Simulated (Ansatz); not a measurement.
The structure in question:

```cif
data_structure
_symmetry_space_group_name_H-M 'P 1'
_symmetry_Int_Tables_number 1
_cell_length_a 3.6480
_cell_length_b 3.6480
_cell_length_c 7.3077
_cell_angle_alpha 90.000
_cell_angle_beta 90.000
_cell_angle_gamma 90.000
_cell_volume 97.25
loop_
_atom_site_label
_atom_site_type_symbol
_atom_site_fract_x
_atom_site_fract_y
_atom_site_fract_z
_atom_site_occupancy
Fe1 Fe 0.00000 0.00000 0.00000 1
Ni1 Ni 0.50000 0.50000 0.00000 1
Ni2 Ni 0.00000 0.50000 0.25000 1
Ni3 Ni 0.50000 0.00000 0.25000 1
Fe2 Fe 0.50000 0.50000 0.50000 1
Ni4 Ni 0.00000 0.00000 0.50000 1
Ni5 Ni 0.50000 0.00000 0.75000 1
Ni6 Ni 0.00000 0.50000 0.75000 1
```

### Characterise the structure given above.

This is FeNi$_{3}$. It takes space group I4/mmm (No. 139) on a body-centred tetragonal lattice. Counting shared atoms by their share gives 2 Fe, 6 Ni, or 8 atoms. The neighbours of Fe are twelve Ni in a cuboctahedral arrangement at 2.58 Å. The Ni atoms are each bonded to eight Ni and four Fe in a cuboctahedral arrangement (2.58 Å to Ni, 2.58 Å to Fe). The bonds build a three-dimensional framework.

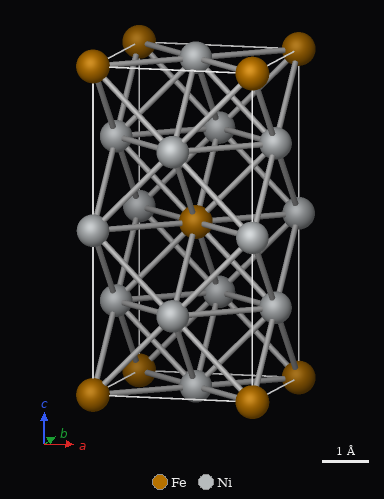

Crystal structure, ball-and-stick style, seen slightly off an axis. The lines enclose the conventional unit cell; boundary atoms appear with their images.

Provenance: a structure listed in the Materials Project. Earlier steps of the study may have refined or changed the cell and positions. It was set up as input for a calculation with Ansatz.
